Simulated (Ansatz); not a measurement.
## Geometry relaxation, with input and output: CHSi$_{6}$

CHSi$_{6}$ (slab, 8 atoms in the cell), set up with DFT, PBEsol, plane waves, PAW, Ueff = 40 eV on H p (Ansatz 0.2.0).

The structure derives from a Materials Project entry. The input holds or restrains some coordinates. Forces given for the steps count only the free coordinates.

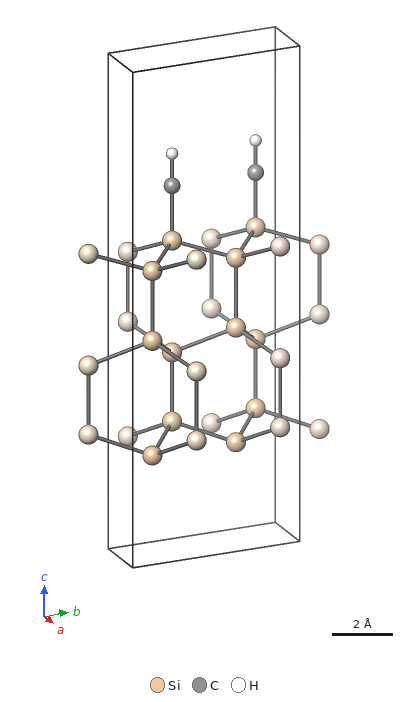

The structure as given in the input (ball-and-stick view of the 1 × 2 repeat of the cell, with the vacuum cut short, seen slightly off an axis; neighbours outside the cell are drawn fainter). An atom can appear more than once, as a periodic image.

Outcome:

| quantity | value |
| --- | --- |
| outcome | refused by the program |
| hardware | 1 thread of Intel Xeon (Sapphire Rapids), 64 GiB of memory available, shared host |

What went wrong:

The input was spoiled on purpose: an enormous or negative U (`hamiltonian.hubbard`). Such a U drives the occupations to unphysical values. The program refused the input: “inconsistent input (hamiltonian.hubbard.sites[].l, hamiltonian.hubbard.sites[].shell): the file of H doesn't list 2p, and it can't be added: PBE doesn't bind the shell 2p of the free atom, whose level lies at +0.31 eV …”

Input:
```yaml
crystal:
  lattice:
    - [3.824888353, 0.0, 0.0]
    - [-1.9124441765, 3.3124504803, 0.0]
    - [0.0, 0.0, 27.2211317404]
  atoms:
    - { symbol: Si, position: [0.6666666667, 0.3333333333, 0.3122574066] }
    - { symbol: Si, position: [0.3333333333, 0.6666666667, 0.3415299164] }
    - { symbol: Si, position: [0.3333333333, 0.6666666667, 0.4284226886] }
    - { symbol: Si, position: [0.6666666667, 0.3333333333, 0.4564202393] }
    - { symbol: Si, position: [0.6666666667, 0.3333333333, 0.5443410654] }
    - { symbol: Si, position: [0.3333333333, 0.6666666667, 0.5689762193] }
    - { symbol: C, position: [0.3333333333, 0.6666666667, 0.6380402104], spin: 1.0 }
    - { symbol: H, position: [0.3333333333, 0.6666666667, 0.6784499924] }
basis:
  ecutwfc: 420
kpoints:
  mp_grid: { grid: [9, 9, 1] }
hamiltonian:
  xc: pbesol
  hubbard: { sites: [{ species: H, l: p, u_eff: 40.0 }] }
scf:
  occupations: { method: gaussian, width: 0.05 }
  max_iter: 75
output:
  forces: true
  eigenvalues: true
magnetization:
  spin_polarized: true
relax:
  adjacent_minimum: "off"
  f_tol: 0.03
  max_steps: 70
  constraints: [{ sites: [0, 1, 2] }]
efield:
  axis: 3
  dipole_correction: true
  ramp_width: 0.04
```

Launch command:
```bash
ansatz run input.yaml --threads 1 --pin off --max-ram 2560MiB --backend cpu --events-out ev --progress --plain --runs-dir out
```

Log:
```
Error: inconsistent input (hamiltonian.hubbard.sites[].l, hamiltonian.hubbard.sites[].shell): the file of H doesn't list 2p, and it can't be added: PBE doesn't bind the shell 2p of the free atom, whose level lies at +0.31 eV. Type an atom or ion with it (hamiltonian.pseudopotentials.projection_atoms), take another file or name another shell
```
